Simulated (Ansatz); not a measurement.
# Run report: WS$_{2}$, geometry relaxation (part 2 of 2)

The same run, continued: WS$_{2}$ (slab, 3 atoms in the cell); DFT PBE+D3(BJ), scalar-relativistic, plane waves, PAW, no spin polarisation (Ansatz 0.2.0); cutoff 420 eV, 12×12×1 k-mesh, Gaussian smearing of 0.05 eV. The structure derives from a Materials Project entry. It belongs to a series of runs on one base structure; here: sheet relaxed with its cell in the plane.

Geometry of the input (Å; fractional positions):
```
3.1832  0.0000  0.0000
-1.5916  2.7567  0.0000
0.0000  0.0000  21.1182
S  0.3333  0.6667  0.4262
W  0.6667  0.3333  0.5000
S  0.3333  0.6667  0.5738
```

## The program's output, continued
```
relax step   3: F+E_penalty+E_count = -12192.35974843 eV  Δ(F+E_penalty+E_count) = -7.091e-3 eV  max|allowed force component| = 2.722e-3 eV/Å  Δτ_max = 0.0167 Å  P = -0.026 GPa  Ω = 182.685 Å³  energy of the carried Pulay correction = +1.342e-4 eV  fix = [c, alpha, beta]  reactions: c -0.011 GPa  (10 SCF iters, accepted)
Initial wavefunctions: pseudopotential atomic-orbital guess (no wavefunctions were taken with the density)
iter 1 solved again at ethr=3.29e-7 eV; its pass at ethr=3.10e-3 eV (dr2=8.57e-5 eV) is discarded
SCF iter   1: F=—  HF=-12192.359642 eV  |F-HF|=—  |Δ(HF+E_count)|=         —  Δρ=1.26e-5  dr2=4.15e-8  ethr=3.29e-7  p=-0.000 e·Å  D=-1.28e-7 V/Å  ΔV_dip=0.00 eV  dr2_dipole=6.13e-13  V_vac-E_F(+/−)=4.73/4.73 eV  ⟨swp⟩=4.1  Hψ=3465  notcnv=0
efield: sawtooth ramp at fractional position 0.9800 (handed on by an earlier solve), width 0.0400; the density the first Hamiltonian is built on has a dipole p = -0.000 e·Å; the dipole correction subtracts the counter field D = -1.28e-7 V/Å, which shifts the + side's vacuum level by +0.00 eV against the − side's; the planar-averaged density in the ramp window peaks in size at 1.7e-6 e/Å³
eigensolver tolerance schedule: the retry pair's looser diagonalisation over-reported the residual by 2065.48 of it (diagonalisation noise at 0.28 of the residual, at the tolerance the schedule requests for it); recorded, not acted on — ethr = c·dr2/N_el stays at c = 1.0e-1
preconditioner: auto → none  [insulator: Δε(μ)=1.915 eV  Ē_g=8.770 eV  σ=0.050 eV  W_gap=1.00  n_scr=12 (ndim 8)  ℏωp=11.7 eV  f_vac=0.678  D(μ)=0.00/eV (n_scr^D=0)  ε∞_Penn≈2.8]
SCF iter   2: F=—  HF=-12192.359622 eV  |F-HF|=—  |Δ(HF+E_count)|=   1.95e-5  Δρ=6.09e-6  dr2=9.58e-9  ethr=1.59e-10  p=0.000 e·Å  D=4.23e-7 V/Å  ΔV_dip=-0.00 eV  dr2_dipole=6.21e-13  V_vac-E_F(+/−)=4.73/4.73 eV  ⟨swp⟩=3.9  Hψ=811  notcnv=0
SCF iter   3: F=—  HF=-12192.359622 eV  |F-HF|=—  |Δ(HF+E_count)|=   9.57e-9  Δρ=1.83e-6  dr2=2.25e-8  ethr=3.68e-11  p=0.000 e·Å  D=1.58e-6 V/Å  ΔV_dip=-0.00 eV  dr2_dipole=1.38e-10  V_vac-E_F(+/−)=4.73/4.73 eV  ⟨swp⟩=2.0  Hψ=570  notcnv=0  recentre
SCF iter   4: F=—  HF=-12192.359622 eV  |F-HF|=—  |Δ(HF+E_count)|=   3.41e-9  Δρ=6.44e-7  dr2=1.10e-9  ethr=3.68e-11  p=-0.000 e·Å  D=-1.11e-6 V/Å  ΔV_dip=0.00 eV  dr2_dipole=1.11e-10  V_vac-E_F(+/−)=4.73/4.73 eV  ⟨swp⟩=2.0  Hψ=454  notcnv=0
SCF iter   5: F=—  HF=-12192.359622 eV  |F-HF|=—  |Δ(HF+E_count)|=  1.89e-10  Δρ=4.10e-7  dr2=2.13e-9  ethr=4.23e-12  p=0.000 e·Å  D=3.47e-6 V/Å  ΔV_dip=-0.00 eV  dr2_dipole=5.27e-10  V_vac-E_F(+/−)=4.73/4.73 eV  ⟨swp⟩=2.4  Hψ=480  notcnv=0
SCF iter   6: F=—  HF=-12192.359622 eV  |F-HF|=—  |Δ(HF+E_count)|=  2.27e-10  Δρ=2.11e-7  dr2=4.71e-11  ethr=4.23e-12  p=0.000 e·Å  D=7.02e-7 V/Å  ΔV_dip=-0.00 eV  dr2_dipole=6.45e-12  V_vac-E_F(+/−)=4.73/4.73 eV  ⟨swp⟩=2.0  Hψ=378  notcnv=0
SCF iter   7: F=-12192.359622 eV  HF=-12192.359622 eV  |F-HF|=0.00e0  |Δ(HF+E_count)|=  2.73e-11  Δρ=4.05e-8  dr2=1.11e-12  ethr=1.00e-12  p=0.000 e·Å  D=3.72e-7 V/Å  ΔV_dip=-0.00 eV  dr2_dipole=3.28e-15  V_vac-E_F(+/−)=4.73/4.73 eV  ⟨swp⟩=9.1  Hψ=2035  notcnv=0
SCF 4 converged in 7 iterations: F = -12192.359622 eV  dr2 = 1.11e-12
relax step   4: F+E_penalty+E_count = -12192.35962219 eV  Δ(F+E_penalty+E_count) = +1.262e-4 eV  max|allowed force component| = 2.663e-3 eV/Å  Δτ_max = 0.0000 Å  P = -0.026 GPa  Ω = 182.685 Å³  fix = [c, alpha, beta]  reactions: c -0.011 GPa  stress off target by 3.40e-2 GPa on what of the cell is left free  SCF on the basis re-selected at this cell (its energy is not comparable with the rows above)  (7 SCF iters)
```

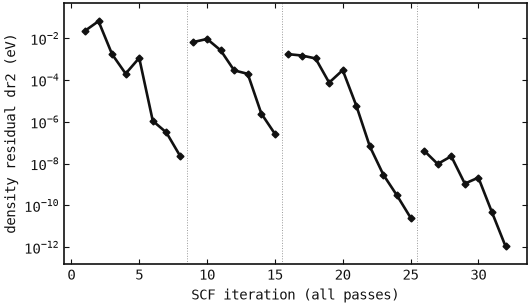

*Convergence of the self-consistent field: density residual dr2 against the SCF iteration. The dotted lines part the SCF passes of the relaxation: geometry steps, rejected trials and re-solves on a re-selected basis.*

The passes take 8, 7, 10 and 7 iterations.

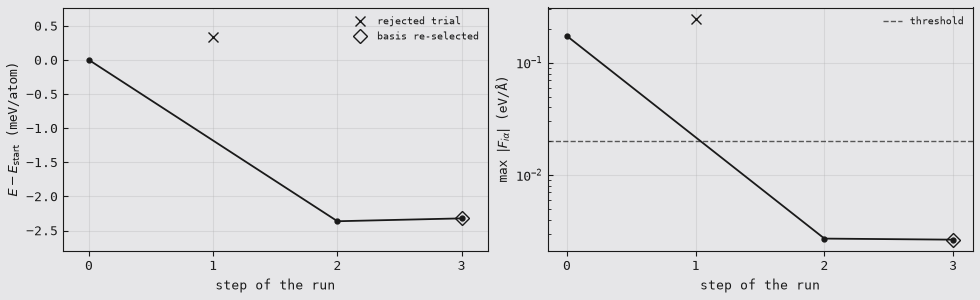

*Progress of the relaxation, step by step (the first geometry is step 0 here and step 1 in the log).*

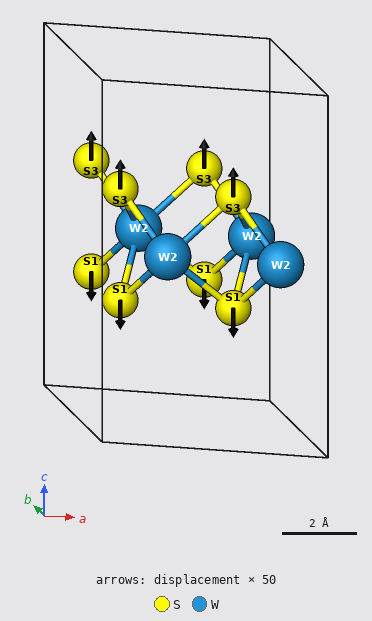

*The starting structure with the displacements (without the part carried along by the change of the cell) as black arrows, magnified 50 times (ball-and-stick view of the 2 × 2 repeat of the cell, with the vacuum cut short, seen slightly off an axis).*

The energy falls by 2.4 meV per atom in 2 geometry steps. Largest force component: 0.17 eV/Å at the start, 0.0027 eV/Å at the end. The line search rejected the trial step at point 1 (counted from 0) and went back. The largest moves relative to the cell, 0.017 Å, are those of S1 and S3. W stays in place. In the plane the drawn cell goes a 6.366 → 6.321 Å (−0.7 %), b 6.366 → 6.321 Å (−0.7 %). A last SCF at the same geometry on a re-selected plane-wave basis shifts the energy by +0.0 meV per atom. (Atoms are counted from 1 in the order of the input.)

```
basis re-selected at this cell: Δ(F+E_penalty+E_count) = +1.262e-4 eV, ΔP = -0.000 GPa vs the last step (what re-selecting the basis moved, of the pressure what is left beyond the Pulay correction that the steps carried, after the strain that the cell walked since its last selection, with what the two solves' SCF thresholds leave and, on support functions, any second-order correction that the steps lacked; it is no measure of the basis error at this ecutwfc). This SCF's stress stands 3.40e-2 GPa from its target on what of the cell is left free (relax.cell.stress_tol is 5.00e-2 GPa) and its largest allowed force component is 2.66e-3 eV/Å (relax.f_tol is 2.00e-2 eV/Å): within both
SCF converged after 7 iterations
Free energy (F): -12192.359622 eV
Harris-Foulkes:  -12192.359622 eV  (|F-HF|=0.00e0)
Internal energy: -12192.359622 eV  (E = F + TS)
E sigma→0 (E₀):  -12192.359622 eV
Fermi energy:    0.159262 eV
Dipole field:    D = 0.000000 V/Å  (p = 0.000000 e·Å, saw-weighted, corrected)
Work function:   Φ+ = 4.7302 eV   Φ− = 4.7302 eV
Levels:          The Fermi level and band energies are counted from a zero that moves with the ramp; work functions are not
--- Per-component energies (eV) ---
  E_band       = -494.974394
  E_kinetic    = 666.254765
  E_local      = -17194.013352  (includes V_loc(G=0)·N_el)
  E_nonlocal   = 57.288830
  E_hartree    = 8262.760316
  E_xc         = -462.103375
  E_vxc        = -414.936057  (∫ρ·V_xc dr)
  E_paw        = -9763.125361  (= ΣΔE_a)
  E_vpaw       = -135.089131  (= ΣTr[D̂ρ^β])
  E_aug_tail   = -0.000062  (compensation charges beyond the density's cutoff)
  E_efield     = 0.000000  (sawtooth field / dipole correction)
  E_vefield    = 0.000000  (∫n·V_field dr)
  E_ewald      = 6241.508755
  E_disp       = -0.930138  (pairwise vdW)
  E_smearing   = -0.000000  (= −TS)
  E_closure    = -0.000000  (closes the sum)
  Σ components = -12192.359622   (vs F -12192.359622, Δ=0.00e0)
--- Forces (eV/Å), atoms counted from 1 ---
  atom   1  S     -0.00000000     0.00000000     0.00240517
  atom   2  W      0.00000000    -0.00000000     0.00025803
  atom   3  S     -0.00000000     0.00000000    -0.00266305
  max |Σ_I F_I| component: 1.50e-7 eV/Å
--- Stress (GPa, compression-positive) ---
       -0.034001       0.000000      -0.000000
        0.000000      -0.034001      -0.000000
       -0.000000      -0.000000      -0.011310
  P = ⅓ Tr σ = -0.0264 GPa (-0.264 kbar)
--- Band table (eV; the first three rows and the last of 19) ---
  k-point 0: bands = ["-74.7295", "-39.0234", "-38.8468", "-38.8468", "-15.6244", "-13.9911", "-7.2146", "-3.6144", "-3.6144", "-2.9877", "-2.3676", "-2.3676", "-0.9268", "2.1386", "2.1386", "2.2714", "2.2714"]
  k-point 1: bands = ["-74.7283", "-39.0190", "-38.8714", "-38.8526", "-15.5072", "-13.9473", "-7.0738", "-3.9182", "-3.4992", "-3.3593", "-2.5521", "-2.2042", "-0.9763", "1.9752", "2.0362", "2.1674", "2.3547"]
  k-point 2: bands = ["-74.7249", "-39.0068", "-38.9381", "-38.8681", "-15.1730", "-13.8228", "-6.6950", "-4.6205", "-4.0012", "-3.1821", "-2.9815", "-2.2199", "-1.2193", "1.5450", "1.9444", "2.0477", "2.8476"]
  k-point 18: bands = ["-74.7087", "-39.1134", "-39.0787", "-38.9485", "-13.1101", "-13.0371", "-6.6188", "-6.1957", "-5.3232", "-4.6930", "-4.0837", "-3.2246", "-0.7984", "1.1169", "2.4966", "3.2705", "4.8348"]
--- Relaxed structure (3 steps of the walk, 2 accepted, 1 SCFs on fresh bases) ---
  F+E_penalty+E_count = -12192.35962219 eV   max|allowed force component| = 2.663e-3 eV/Å   (the final SCF, on the basis selected at the relaxed cell)
  cell:  # Å, volume = 182.6855 Å³
    - [3.160519860079752, 0.0, -3.6801660126209483e-81]
    - [-1.580259930039876, 2.737090487994305, -5.150147583726013e-81]
    - [-2.4415106844633256e-80, -5.3549089336317246e-80, 21.1181715324]
  atoms:
    - { symbol: S, position: [0.3333333333333333, 0.6666666666666666, 0.42538066922148177] }
    - { symbol: W, position: [0.6666666666666665, 0.33333333333333326, 0.4999980012056774] }
    - { symbol: S, position: [0.3333333333333333, 0.6666666666666666, 0.5746160795728408] }
```

## Trajectory as extended XYZ (Å, eV, eV/Å), 4 frames, from step=1 to step=4
```
3
Lattice="3.1832 0.0000 0.0000 -1.5916 2.7567 0.0000 0.0000 0.0000 21.1182" Properties=species:S:1:pos:R:3:forces:R:3 step=1 energy=-12192.35266 pressure_GPa=-0.16
S     0.0000    1.8378    9.0000    0.0000   0.0000  -0.1726
W     1.5916    0.9189   10.5590    0.0000   0.0000   0.0036
S     0.0000    1.8378   12.1182    0.0000   0.0000   0.1689
3
Lattice="3.1367 0.0000 0.0000 -1.5683 2.7164 0.0000 0.0000 0.0000 21.1182" Properties=species:S:1:pos:R:3:forces:R:3 step=2 energy=-12192.35164 pressure_GPa=0.03 accepted=F
S     0.0000    1.8110    8.9623    0.0000   0.0000   0.2471
W     1.5683    0.9055   10.5591    0.0000   0.0000  -0.0011
S     0.0000    1.8110   12.1558    0.0000   0.0000  -0.2459
3
Lattice="3.1605 0.0000 0.0000 -1.5803 2.7371 0.0000 0.0000 0.0000 21.1182" Properties=species:S:1:pos:R:3:forces:R:3 step=3 energy=-12192.35975 pressure_GPa=-0.03
S     0.0000    1.8247    8.9833    0.0000   0.0000   0.0025
W     1.5803    0.9124   10.5590    0.0000   0.0000   0.0003
S     0.0000    1.8247   12.1348    0.0000   0.0000  -0.0027
3
Lattice="3.1605 0.0000 0.0000 -1.5803 2.7371 0.0000 0.0000 0.0000 21.1182" Properties=species:S:1:pos:R:3:forces:R:3 step=4 energy=-12192.35962 pressure_GPa=-0.03
S     0.0000    1.8247    8.9833    0.0000   0.0000   0.0024
W     1.5803    0.9124   10.5590    0.0000   0.0000   0.0003
S     0.0000    1.8247   12.1348    0.0000   0.0000  -0.0027
```

## Results in brief

| quantity | value |
| --- | --- |
| outcome | converged |
| electrons treated | 26 |
| free energy | −12192.3596 eV |
| work function, top face | 4.73 eV |
| work function, bottom face | 4.73 eV |
| Fermi energy | 0.159 eV |
| gap on the k-point mesh | 1.92 eV |
| final volume | 182.69 Å³ |
| work function (upper face) | 4.73 eV |
| largest force (length of the vector) at the end | 0.003 eV/Å |
| hardware | 4 threads of Arm Neoverse V2, 24 GiB of memory available, shared host |
| wall time | 7.2 s (CPU time 27 s) |
| peak memory | 0.45 GiB |

## Notes

Spin–orbit coupling is left out, which matters for W.
